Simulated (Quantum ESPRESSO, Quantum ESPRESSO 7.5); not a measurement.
## C(111), Cl on both faces, 5 bilayers against a metal electrode, stepped through the charge of the slab

What law, if any, do the results for C(111), Cl on both faces, 5 bilayers against a metal electrode follow against the charge of the slab?

Main program and level: Quantum ESPRESSO 7.5; plane-wave DFT, PBE, GBRV ultrasoft pseudopotentials.

## Step 1: The starting structure

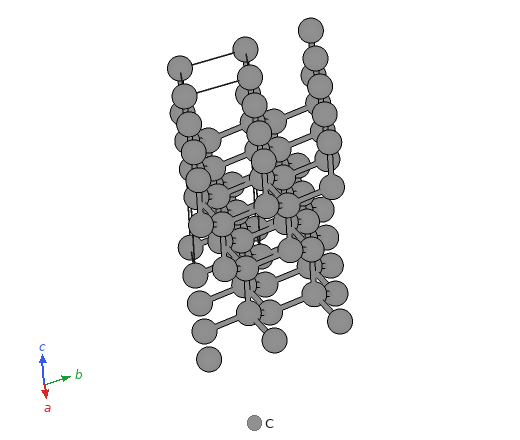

The cell as given, from the side, with the c axis up (carbon grey). 4×2×1 cells are drawn. Bonds to atoms that aren't drawn are left out. Some periodic images of atoms are drawn too.

Set-up: The slab is relaxed neutral, then held. ESM with bc3: vacuum below and a metal electrode about 6 Å above the top atoms. Fermi-Dirac smearing of 0.004 Ry and a dense mesh. Charges are set per cell from the starting area. The slabs take the lattice constants of the bulk relaxed by the same program.

Members 2, 3, 4.5, 6, 7 and 8 took the same steps and show in the table alone.

## Step 2: Variable-cell relaxation of the reference

The bulk crystal is relaxed in cell and atoms; the members are built on its lattice constants.

ref.vc.in

```
&control
  prefix = 'ref.vc'
  outdir = './out'
  pseudo_dir = './pseudo'
  nstep = 40
  forc_conv_thr = 0.0003
  calculation = 'vc-relax'
/
&system
  ibrav = 0
  nat = 6
  ntyp = 1
  ecutwfc = 50
  ecutrho = 250
  occupations = 'smearing'
  smearing = 'fd'
  degauss = 0.002
/
&electrons
  conv_thr = 1e-09
  mixing_beta = 0.4
  electron_maxstep = 120
/
&ions
/
&cell
  press_conv_thr = 0.3
/
ATOMIC_SPECIES
  C   12.0110  c_pbe_v1.2.uspp.F.UPF
CELL_PARAMETERS angstrom
  2.52437120883597 0.00000000000000 0.00000000000000
  -1.26218560441799 2.18616959543399 0.00000000000000
  0.00000000000000 0.00000000000000 6.18342138302089
ATOMIC_POSITIONS crystal
  C   0.000000000000 0.000000000000 0.000000000000
  C   0.333333333333 0.666666666667 0.083333333333
  C   0.333333333333 0.666666666667 0.333333333333
  C   0.666666666667 0.333333333333 0.416666666667
  C   0.666666666667 0.333333333333 0.666666666667
  C   0.000000000000 0.000000000000 0.750000000000
K_POINTS automatic
  10 10 4 0 0 0
```

The run is started by

```sh
OMP_NUM_THREADS=1 mpirun -n 4 pw.x -nk 4 -in ref.vc.in > ref.vc.out
```

What it wrote:

```text
Program PWSCF v.7.5 starts
[citation notice left out]

     Parallel version (MPI & OpenMP), running on       4 processor cores
     Number of MPI processes:                 4
     Threads/MPI process:                     1

     MPI processes distributed on     1 nodes
[...]
Current dimensions of program PWSCF are:
     Max number of different atomic species (ntypx) = 10
     Max number of k-points (npk) =  40000
     Max angular momentum in pseudopotentials (lmaxx) =  4
     Found identity + (  0.3333 -0.3333  0.3333) symmetry
     This is a supercell, fractional translations are disabled
     Message from routine setup:
     using ibrav=0 with symmetry is DISCOURAGED, use correct ibrav instead

     K-points division:     npool     =       4
     Subspace diagonalization in iterative solution of the eigenvalue problem:
     a serial algorithm will be used

     G-vector sticks info
     --------------------
     sticks:   dense  smooth     PW     G-vecs:    dense   smooth      PW
     Sum         385     313     97                15263    11045    1889

     Using Slab Decomposition

     bravais-lattice index     =            0
     lattice parameter (alat)  =       4.7704  a.u.
     unit-cell volume          =     230.2833 (a.u.)^3
     number of atoms/cell      =            6
     number of atomic types    =            1
     number of electrons       =        24.00
     number of Kohn-Sham states=           16
     kinetic-energy cutoff     =      50.0000  Ry
     charge density cutoff     =     250.0000  Ry
     scf convergence threshold =      1.0E-09
     mixing beta               =       0.4000
     number of iterations used =            8  plain     mixing
     energy convergence thresh.=      1.0E-04
     force convergence thresh. =      3.0E-04
     press convergence thresh. =      3.0E-01
     Exchange-correlation= SLA  PW   PBE  PBE
                           (   1   4   3   4   0   0   0)
     nstep                     =           40

     celldm(1)=   4.770370  celldm(2)=   0.000000  celldm(3)=   0.000000
     celldm(4)=   0.000000  celldm(5)=   0.000000  celldm(6)=   0.000000

     crystal axes: (cart. coord. in units of alat)
               a(1) = (   1.000000   0.000000   0.000000 )
               a(2) = (  -0.500000   0.866025   0.000000 )
               a(3) = (   0.000000   0.000000   2.449490 )

     reciprocal axes: (cart. coord. in units 2 pi/alat)
               b(1) = (  1.000000  0.577350 -0.000000 )
               b(2) = (  0.000000  1.154701  0.000000 )
               b(3) = (  0.000000 -0.000000  0.408248 )

     PseudoPot. # 1 for C  read from file:
     ./pseudo/c_pbe_v1.2.uspp.F.UPF
     Pseudo is Ultrasoft + core correction, Zval =  4.0
     Generated by new atomic code, or converted to UPF format
     Using radial grid of  721 points,  4 beta functions with:
                l(1) =   0
                l(2) =   0
                l(3) =   1
                l(4) =   1
     Q(r) pseudized with  8 coefficients,  rinner =    1.100   1.100   1.100

     atomic species   valence    mass     pseudopotential
     C                 4.00    12.01100     C ( 1.00)

      6 Sym. Ops. (no inversion) found

   Cartesian axes

     site n.     atom                  positions (alat units)
         1        C      tau(   1) = (   0.0000000   0.0000000   0.0000000  )
         2        C      tau(   2) = (  -0.0000000   0.5773503   0.2041241  )
         3        C      tau(   3) = (  -0.0000000   0.5773503   0.8164966  )
         4        C      tau(   4) = (   0.5000000   0.2886751   1.0206207  )
         5        C      tau(   5) = (   0.5000000   0.2886751   1.6329932  )
         6        C      tau(   6) = (   0.0000000   0.0000000   1.8371173  )

     number of k points=    50  Fermi-Dirac smearing, width (Ry)=  0.0020
                       cart. coord. in units 2pi/alat
        k(    1) = (   0.0000000   0.0000000   0.0000000), wk =   0.0050000
        k(    2) = (   0.0000000   0.0000000   0.1020621), wk =   0.0100000
        k(    3) = (   0.0000000   0.0000000  -0.2041241), wk =   0.0050000
        k(    4) = (   0.0000000   0.1154701   0.0000000), wk =   0.0300000
        k(    5) = (   0.0000000   0.1154701   0.1020621), wk =   0.0300000
        k(    6) = (   0.0000000   0.1154701  -0.2041241), wk =   0.0300000
        k(    7) = (   0.0000000   0.2309401   0.0000000), wk =   0.0300000
        k(    8) = (   0.0000000   0.2309401   0.1020621), wk =   0.0300000
        k(    9) = (   0.0000000   0.2309401  -0.2041241), wk =   0.0300000
        k(   10) = (   0.0000000   0.3464102   0.0000000), wk =   0.0300000
[...]
k(   50) = (  -0.2000000  -0.4618802   0.1020621), wk =   0.0600000

     Dense  grid:    15263 G-vectors     FFT dimensions: (  25,  25,  60)

     Smooth grid:    11045 G-vectors     FFT dimensions: (  24,  24,  54)

     Estimated max dynamical RAM per process >      18.88 MB

     Estimated total dynamical RAM >      64.33 MB

     Initial potential from superposition of free atoms

     starting charge      23.9998, renormalised to      24.0000
     Starting wfcs are   24 randomized atomic wfcs

     total cpu time spent up to now is        0.5 secs

     per-process dynamical memory:    18.2 Mb

     Self-consistent Calculation

     iteration #  1     ecut=    50.00 Ry     beta= 0.40
     Davidson diagonalization with overlap
     ethr =  1.00E-02,  avg # of iterations =  2.5

     total cpu time spent up to now is        1.1 secs

     total energy              =     -68.90708083 Ry
     estimated scf accuracy    <       0.34012841 Ry

     iteration #  2     ecut=    50.00 Ry     beta= 0.40
[...]
total energy              =     -68.87711114 Ry
     estimated scf accuracy    <       0.09003187 Ry

     iteration #  3     ecut=    50.00 Ry     beta= 0.40
[...]
total energy              =     -68.88504770 Ry
     estimated scf accuracy    <       0.00078791 Ry

     iteration #  4     ecut=    50.00 Ry     beta= 0.40
[...]
total energy              =     -68.88537164 Ry
     estimated scf accuracy    <       0.00008244 Ry

     iteration #  5     ecut=    50.00 Ry     beta= 0.40
[...]
total energy              =     -68.88538740 Ry
     estimated scf accuracy    <       0.00000213 Ry

     iteration #  6     ecut=    50.00 Ry     beta= 0.40
[...]
Sum         385     313     97                15335    11045    1937

     Using Slab Decomposition

     bravais-lattice index     =            0
     lattice parameter (alat)  =       4.7704  a.u.
     unit-cell volume          =     230.5809 (a.u.)^3
     number of atoms/cell      =            6
     number of atomic types    =            1
     number of electrons       =        24.00
     number of Kohn-Sham states=           16
     kinetic-energy cutoff     =      50.0000  Ry
     charge density cutoff     =     250.0000  Ry
     scf convergence threshold =      1.0E-09
     mixing beta               =       0.4000
     number of iterations used =            8  plain     mixing
     press convergence thresh. =      3.0E-01
     Exchange-correlation= SLA  PW   PBE  PBE
                           (   1   4   3   4   0   0   0)

     celldm(1)=   4.770370  celldm(2)=   0.000000  celldm(3)=   0.000000
     celldm(4)=   0.000000  celldm(5)=   0.000000  celldm(6)=   0.000000

     crystal axes: (cart. coord. in units of alat)
               a(1) = (   1.000433   0.000000   0.000000 )
               a(2) = (  -0.500216   0.866400   0.000000 )
               a(3) = (   0.000000   0.000000   2.450533 )

     reciprocal axes: (cart. coord. in units 2 pi/alat)
               b(1) = (  0.999567  0.577100 -0.000000 )
               b(2) = ( -0.000000  1.154201  0.000000 )
               b(3) = (  0.000000 -0.000000  0.408074 )

     PseudoPot. # 1 for C  read from file:
     ./pseudo/c_pbe_v1.2.uspp.F.UPF
     Pseudo is Ultrasoft + core correction, Zval =  4.0
     Generated by new atomic code, or converted to UPF format
     Using radial grid of  721 points,  4 beta functions with:
                l(1) =   0
                l(2) =   0
                l(3) =   1
                l(4) =   1
     Q(r) pseudized with  8 coefficients,  rinner =    1.100   1.100   1.100

     atomic species   valence    mass     pseudopotential
     C                 4.00    12.01100     C ( 1.00)

      6 Sym. Ops. (no inversion) found

   Cartesian axes

     site n.     atom                  positions (alat units)
         1        C      tau(   1) = (  -0.0000000  -0.0000000   0.0000001  )
         2        C      tau(   2) = (  -0.0000000   0.5776002   0.2042111  )
         3        C      tau(   3) = (  -0.0000000   0.5776002   0.8168446  )
         4        C      tau(   4) = (   0.5002164   0.2888001   1.0210555  )
         5        C      tau(   5) = (   0.5002164   0.2888001   1.6336886  )
         6        C      tau(   6) = (  -0.0000000  -0.0000000   1.8378996  )

     number of k points=    50  Fermi-Dirac smearing, width (Ry)=  0.0020
                       cart. coord. in units 2pi/alat
        k(    1) = (   0.0000000   0.0000000   0.0000000), wk =   0.0050000
        k(    2) = (   0.0000000   0.0000000   0.1020186), wk =   0.0100000
        k(    3) = (   0.0000000   0.0000000  -0.2040372), wk =   0.0050000
        k(    4) = (  -0.0000000   0.1154201   0.0000000), wk =   0.0300000
        k(    5) = (  -0.0000000   0.1154201   0.1020186), wk =   0.0300000
        k(    6) = (  -0.0000000   0.1154201  -0.2040372), wk =   0.0300000
        k(    7) = (  -0.0000000   0.2308402   0.0000000), wk =   0.0300000
        k(    8) = (  -0.0000000   0.2308402   0.1020186), wk =   0.0300000
        k(    9) = (  -0.0000000   0.2308402  -0.2040372), wk =   0.0300000
        k(   10) = (  -0.0000000   0.3462603   0.0000000), wk =   0.0300000
[...]
k(   50) = (  -0.1999135  -0.4616804   0.1020186), wk =   0.0600000

     Dense  grid:    15335 G-vectors     FFT dimensions: (  25,  25,  60)

     Smooth grid:    11045 G-vectors     FFT dimensions: (  24,  24,  54)

     Estimated max dynamical RAM per process >      19.05 MB

     Estimated total dynamical RAM >      64.96 MB

     Initial potential from superposition of free atoms

     starting charge      23.9998, renormalised to      24.0000
     Starting wfcs are   24 randomized atomic wfcs

     total cpu time spent up to now is       11.0 secs

     per-process dynamical memory:    18.1 Mb

     Self-consistent Calculation

     iteration #  1     ecut=    50.00 Ry     beta= 0.40
     Davidson diagonalization with overlap
     c_bands:  1 eigenvalues not converged
     c_bands:  1 eigenvalues not converged
     ethr =  1.00E-06,  avg # of iterations = 16.1

     total cpu time spent up to now is       12.5 secs

     total energy              =     -68.90423228 Ry
     estimated scf accuracy    <       0.34924437 Ry

[...]
iteration #  7     ecut=    50.00 Ry     beta= 0.40
[...]
End of self-consistent calculation

          k = 0.0000 0.0000 0.0000 (  1395 PWs)   bands (ev):

    -8.1258  -5.1214  -5.1214   3.9402   3.9402  10.9619  10.9619  10.9619
    10.9619  13.2725  13.2725  13.2725  18.8538  18.8538  18.8540  21.5337

          k = 0.0000 0.0000 0.1020 (  1412 PWs)   bands (ev):

    -7.9342  -6.4171  -3.5502   1.4441   6.7084  10.6038  10.6038  11.5337
    11.5337  12.0524  12.9515  12.9515  19.2745  19.2745  19.5648  21.0446

          k = 0.0000 0.0000-0.2040 (  1406 PWs)   bands (ev):

    -7.3619  -7.3619  -2.3752  -0.0454   9.5326   9.5326  10.4826  10.4826
    12.2538  12.2538  12.2538  12.2538  20.1896  20.1896  20.1896  20.1896

          k =-0.0000 0.1154 0.0000 (  1379 PWs)   bands (ev):

    -7.8806  -4.8858  -4.8848   4.1069   4.1176   9.3892  10.0511  10.4814
    11.1351  11.8860  12.6313  12.9803  19.0536  19.6583  19.7817  20.5718

          k =-0.0000 0.1154 0.1020 (  1388 PWs)   bands (ev):

    -7.6895  -6.1761  -3.3230   1.6527   6.8135   9.2774  10.4462  10.5095
    11.0862  11.2308  12.0268  12.9359  19.3607  19.8755  19.9777  20.2922

          k =-0.0000 0.1154-0.2040 (  1388 PWs)   bands (ev):

    -7.1186  -7.1184  -2.1585   0.1788   9.4421   9.4924   9.5224  10.0942
    10.4887  11.0891  11.9406  12.5961  19.0055  19.8847  21.0668  21.2683

[...]
the Fermi energy is    16.8245 ev

!    total energy              =     -68.88539481 Ry
     estimated scf accuracy    <          4.2E-10 Ry
     smearing contrib. (-TS)   =      -0.00000000 Ry
     internal energy E=F+TS    =     -68.88539481 Ry

     The total energy is F=E-TS. E is the sum of the following terms:
     one-electron contribution =      24.01929947 Ry
     hartree contribution      =       5.81191817 Ry
     xc contribution           =     -22.09560010 Ry
     ewald contribution        =     -76.62101235 Ry

     convergence has been achieved in   7 iterations

     Forces acting on atoms (cartesian axes, Ry/au):

     atom    1 type  1   force =     0.00000000   -0.00000000    0.00000145
     atom    2 type  1   force =     0.00000000    0.00000000    0.00000009
     atom    3 type  1   force =     0.00000000   -0.00000000    0.00000006
     atom    4 type  1   force =     0.00000000   -0.00000000   -0.00000190
     atom    5 type  1   force =    -0.00000000    0.00000000    0.00000051
     atom    6 type  1   force =     0.00000000   -0.00000000   -0.00000021

     Total force =     0.000002     Total SCF correction =     0.000017
     SCF correction compared to forces is large: reduce conv_thr to get better values

     Computing stress (Cartesian axis) and pressure

          total   stress  (Ry/bohr**3)                   (kbar)     P=        0.00
   0.00000007   0.00000000   0.00000000            0.01        0.00        0.00
   0.00000000   0.00000007   0.00000000            0.00        0.01        0.00
  -0.00000000  -0.00000000  -0.00000013           -0.00       -0.00       -0.02

[...]
=------------------------------------------------------------------------------=
   JOB DONE.
=------------------------------------------------------------------------------=
```

The job ended after 16 s (4 MPI ranks of Arm Neoverse V1, shared host; peak memory 0.22 GiB).

Little changed from the start: no atom moved by 0.005 Å and no cell edge by 0.1 %.

 The last row is no step: it is a fresh SCF in the final cell with a new plane-wave basis, -0 meV from the row before.

Read from the output:

```
free energy  : -937.2335 eV
Fermi energy : 16.82 eV
```

(Continued in part 2 of 4.)

[Logs are printed without paths, hosts, clocks, repeated set-up lines and the standing remarks that a program may print on its own settings, such as how far it seeks lower states.]

[Hosts, paths, dates, database ids (printed as entryN), source tags and the programs' standing remarks are cut or masked in the printed files.]

[Maps of the electrostatic potential energy from Ansatz leave out the sawtooth potential of an applied field or a dipole correction, so their vacuum need not be flat; planar profiles and work functions include it.]
